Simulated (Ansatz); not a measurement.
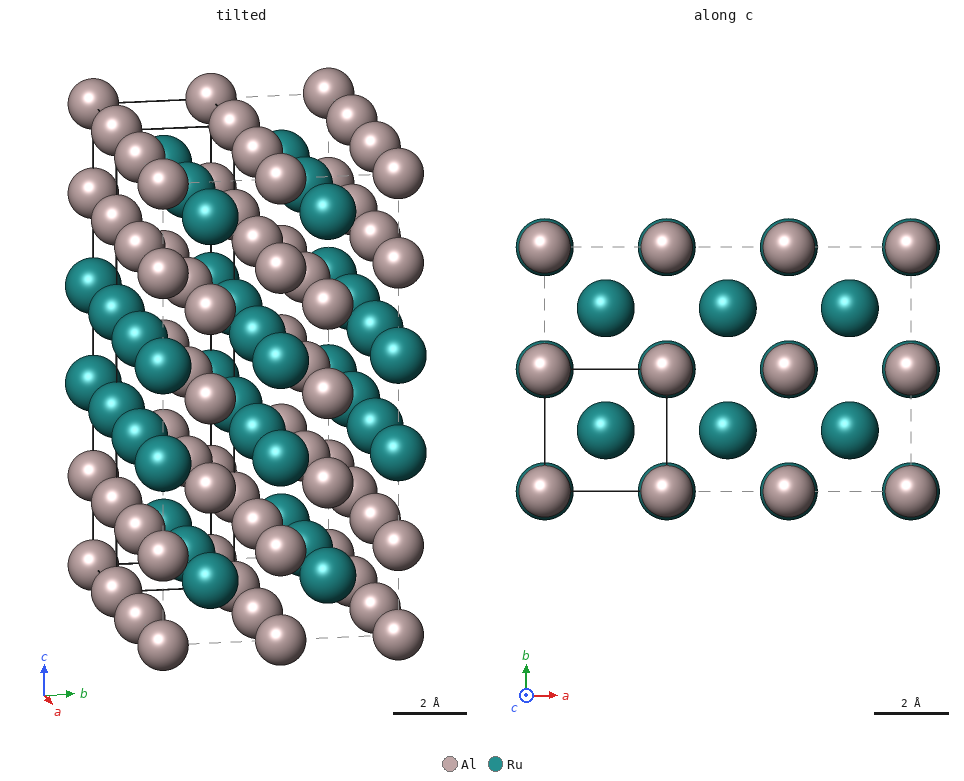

This spheres-only model is shown slightly off an axis and along the c axis. A 3×2×1 array of cells is drawn; the conventional unit cell has the solid edges.

Al3Ru2, space group I4/mmm (No. 139), a = 3.32 Å, b = 3.32 Å, c = 13.11 Å, α = 90.00°, β = 90.00°, γ = 90.00°.

Electronic-structure method: DFT PBEsol, scalar-relativistic, plane waves, PAW in Ansatz 0.2.0. Parameters: a cutoff energy of 420 eV, k-points about 0.12 Å⁻¹ apart, Gaussian smearing of 0.15 eV, no spin polarisation.

### What does the calculation say: metal or gapped?

A metal: bands cross the Fermi level.

### How far is the cell from zero pressure?

The computed pressure is -8.5 GPa (stretched: it would shrink). The stress isn't hydrostatic: its largest component is 21.0 GPa.

The cell started as a structure listed in the Materials Project. The cell was then strained or its atoms displaced on purpose. A calculation with Ansatz used it as input.

At this level of theory the run's own cell isn't at rest (stretched, at -9 GPa and forces up to 1.0 eV/Å), so its distances can differ from those at equilibrium, the more so the softer the solid.
